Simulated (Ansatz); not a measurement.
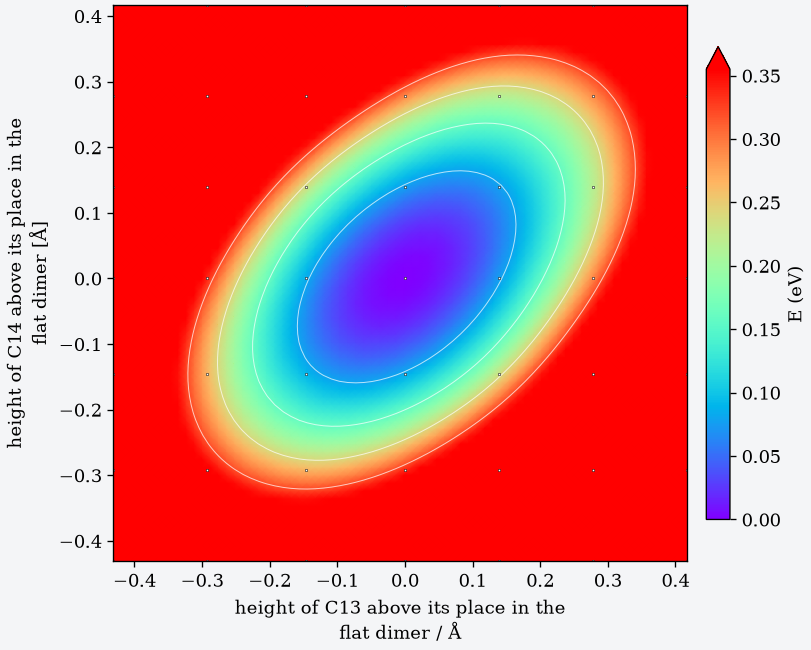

A SiC(100) slab cut from the F-43m phase, its lower face capped with 4 H atoms (18 atoms in the cell). 
- Two atoms of the surface dimers are held at set heights.
- The first coordinate is: height of C13 above its place in the flat dimer; the second: height of C14 above its place in the flat dimer.
- Relaxed at each point: all atoms of the upper layers, but for the two heights.
- Grid: 7 × 7 points; 28 points were computed and 21 follow by symmetry.
- Points are written as (first, second).
- Energies: eV, counted from the lowest grid point.
- Level of theory: Ansatz, DFT PBEsol, scalar-relativistic, plane waves, PAW. Settings: cutoff 420 eV, k-mesh 4×8×1, gaussian smearing 0.05 eV, no spin polarisation.

Drawn: a smooth colour map with a few white contour lines, dots at the grid points, one colour for all values above the top of the scale. Between grid points the surface is interpolated.

Where is the minimum, and how stiff is the well along each coordinate?

Answer. The interpolated minimum is at the first coordinate ≈ 0.000 Å, the second coordinate ≈ 0.000 Å. The curvatures there are about 8 eV/Å² and 8 eV/Å², with a cross term of about −3.5 eV/Å² (per cell of 18 atoms). Round the minimum the valley is somewhat tilted: raising the first coordinate shifts the best value of the second coordinate upwards (coupling k₁₂/√(k₁₁k₂₂) about −0.4).
